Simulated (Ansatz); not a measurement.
```yaml
crystal:
  lattice:
    - [3.52663, 0.00000, 0.00000]
    - [0.00000, 3.52663, 0.00000]
    - [0.00000, 0.00000, 7.05326]
  atoms:
    - { symbol: Al, position: [0.00000, 0.00000, 0.00000] }
    - { symbol: Co, position: [0.50000, 0.50000, 0.00000] }
    - { symbol: Co, position: [0.50000, 0.00000, 0.25000] }
    - { symbol: Co, position: [0.00000, 0.50000, 0.25000] }
    - { symbol: Al, position: [0.00000, 0.00000, 0.50000] }
    - { symbol: Co, position: [0.50000, 0.50000, 0.50000] }
    - { symbol: Co, position: [0.50000, 0.00000, 0.75000] }
    - { symbol: Co, position: [0.00000, 0.50000, 0.75000] }
```

Space group Pm-3m; a structure from a database of computed crystals, not necessarily the ambient phase; computed pressure about −4 GPa in this cell; spin-polarised.

The calculation used DFT PBEsol, scalar-relativistic, plane waves, PAW in Ansatz.

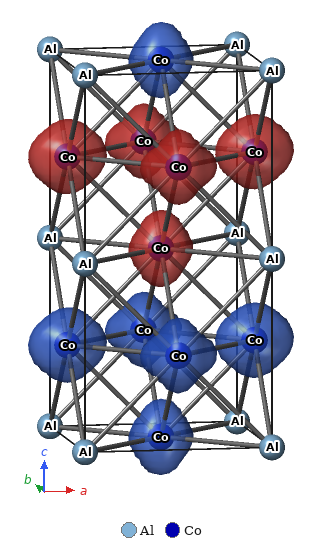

AlCo$_{3}$. Isosurfaces of the magnetisation density (up minus down) at +0.15 (blue) and −0.15 e/Å³ (red), seen slightly off an axis. Sticks mark near contacts.

In a PAW calculation such maps are meaningful between the atoms, not at the nuclei.

Question: Where is the spin, and how is it ordered?

Answer: The spin density sits on Co: +0.8 μB (×2), +0.6 μB, −0.6 μB and −0.8 μB (×2) in one cell of 8 atoms: antiferromagnetic in this solution, which needn't be the ground state, with some nearest magnetic neighbours parallel and some opposed. The cell of the calculation (8 atoms) carries 0.0 μB of net spin moment.
